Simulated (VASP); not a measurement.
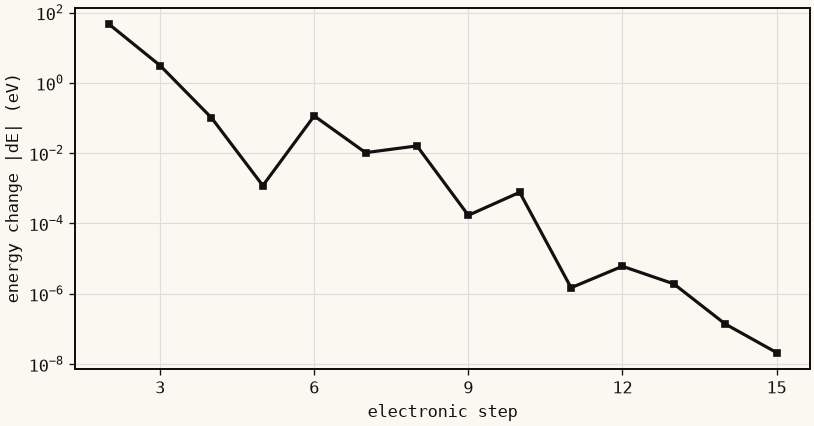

The plot shows the electronic steps of a calculation: energy change |dE|.

LiCl (2 atoms in the cell), run with VASP.

INCAR
```
ENCUT = 520.000000
EDIFF = 1.00e-07
PREC = Accurate
IBRION = -1
ISIF = 2
NBANDS = 12
NSW = 0
LASPH = .TRUE.
LCHARG = .FALSE.
LWAVE = .FALSE.
LREAL = .FALSE.
GGA = AM
ISMEAR = 0
SIGMA = 0.01
NELM = 50
```

KPOINTS
```
KPOINTS created by Atomic Simulation Environment
0
Gamma
8 8 8
0 0 0
```

POSCAR
```
Li Cl
 1.0000000000000000
    -0.1452419103000000    2.7140671991000000    2.7140671991000000
     2.7140671991000000   -0.1452419103000000    2.7140671991000000
     2.7140671991000000    2.7140671991000000   -0.1452419103000000
 Li  Cl
   1   1
Cartesian
 -0.0252339862859267 -0.0252339862859267 -0.0252339862859267
  1.3459571082609270  1.3459571082609270  1.3459571082609272
```

### How did this run end?

It converged, after 15 steps. The energy change falls unevenly and jumps up by a factor of two or more 3 times on the way down, most sharply at step 6 (by a factor of about 100). The jump at step 6 comes where the charge density, held fixed for the first 5 steps, starts to be updated.
